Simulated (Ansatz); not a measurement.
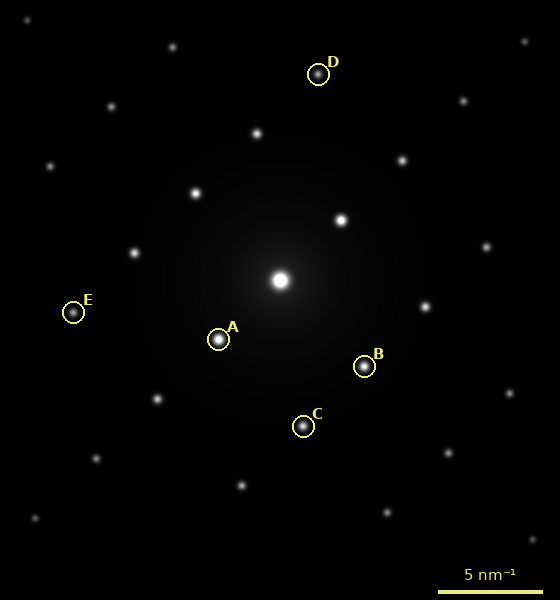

Computed electron diffraction pattern, 120 kV, single scattering only, B = 0.5 Å². The zone axis points towards the electron source and the pattern is seen from the source side.

Se, space group Im-3m (No. 229), a = 3.43 Å. Structure: the geometry relaxed with Ansatz 0.2.0, DFT, r2SCAN, plane waves (500 eV) with PAW, scalar-relativistic; the starting structure was generated, so it need not be a known form of this composition.

```
Se
1.0
     3.43433    0.00000    0.00000
     0.00000    3.43433    0.00000
     0.00000    0.00000    3.43433
Se
2
Cartesian
  0.0000 0.0000 0.0000
  1.7172 1.7172 1.7172
```

Spot A is indexed -1 1 0 and spot B 0 0 2.

Give hkl for C, D, E.

C = A + B = -1 1 2 (d = 1.402 Å). D = −2A − B = 2 -2 -2 (d = 0.991 Å). E = 2A − B = -2 2 -2 (d = 0.991 Å).

Find the zone axis.

The cross product of A and B is parallel to [110]; every spot obeys hu + kv + lw = 0.
